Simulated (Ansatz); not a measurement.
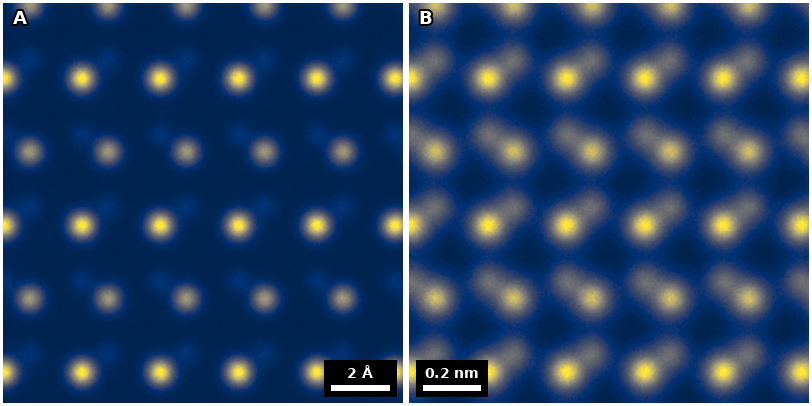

Two simulated images of the same area of AlGa3N4 (Pm, No. 6) along [011], with a probe of 0.68 Å. One is incoherent Z contrast (Z^1.7 per atom), the other the projected potential of neutral atoms blurred by the probe (iDPC-like, thin sample). Brightness is counted from the darkest point of the image. Shot noise was added. Model: the end point of a relaxation with DFT PBEsol, scalar-relativistic, plane waves, PAW in Ansatz.

Question: Which panel is which, and how can one tell?

Answer: A is the Z-contrast image and B the potential image. The columns of 2 N per repeat reach about 8 % of the brightest peak (2 Ga) in A but about 42 % in B, mainly since the potential grows much more slowly with atomic number.
